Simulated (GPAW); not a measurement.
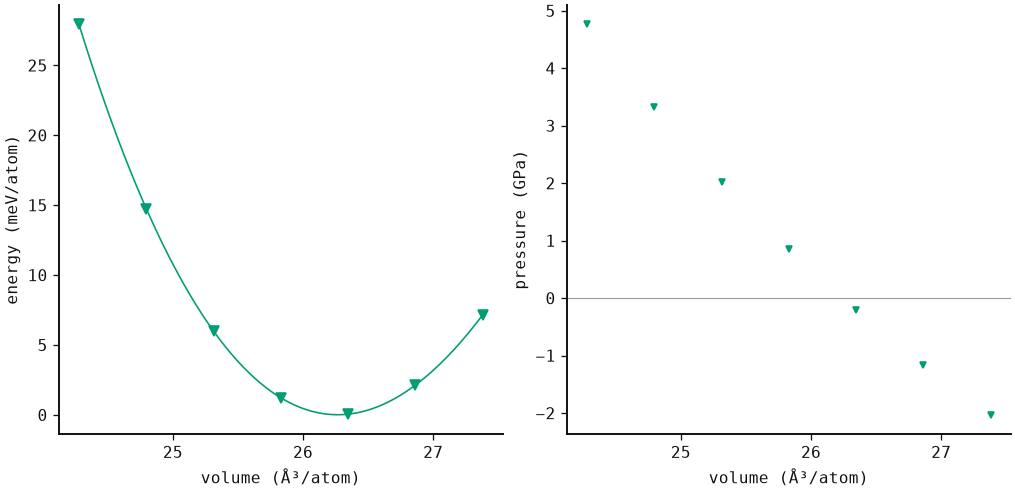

Energy and pressure against volume for CaSe, space group Fm-3m (No. 225).

A third-order Birch–Murnaghan fit gives V0 = 26.27 Å³/atom, B0 = 52 GPa and B′ = 4.2. The energy is 27.92 meV/atom at volume 24.28 Å³/atom and 7.13 meV/atom at 27.38 Å³/atom; the lowest computed point is at volume 26.35 Å³/atom (0.04 meV/atom), and no other minimum shows. The pressure falls from 4.76 GPa at volume 24.28 Å³/atom to −2.03 GPa at 27.38 Å³/atom, and changes sign near 26.24 Å³/atom.

Computed with GPAW 26.7.0: PAW DFT in plane waves, on a grid or in atomic orbitals, no spin polarisation; energies at scaled volumes of the given cell, shape and fractions fixed, counted from the fit's minimum, third-order Birch-Murnaghan fit. Level: r2SCAN.

- k mesh: 8×8×8
- occupations: Fermi–Dirac
- smearing width: 0.05 eV
- potentials: GPAW PAW data sets (gpaw data 1.2.1)
- wave cutoff: 600 eV
- program settings: basis pw

Starting cell:
```xyz
2
Lattice="0.0000 2.9560 2.9560 2.9560 0.0000 2.9560 2.9560 2.9560 0.0000" Properties=species:S:1:pos:R:3 pbc="T T T"
Se    2.9560    2.9560    2.9560
Ca    0.0000    0.0000    0.0000
```
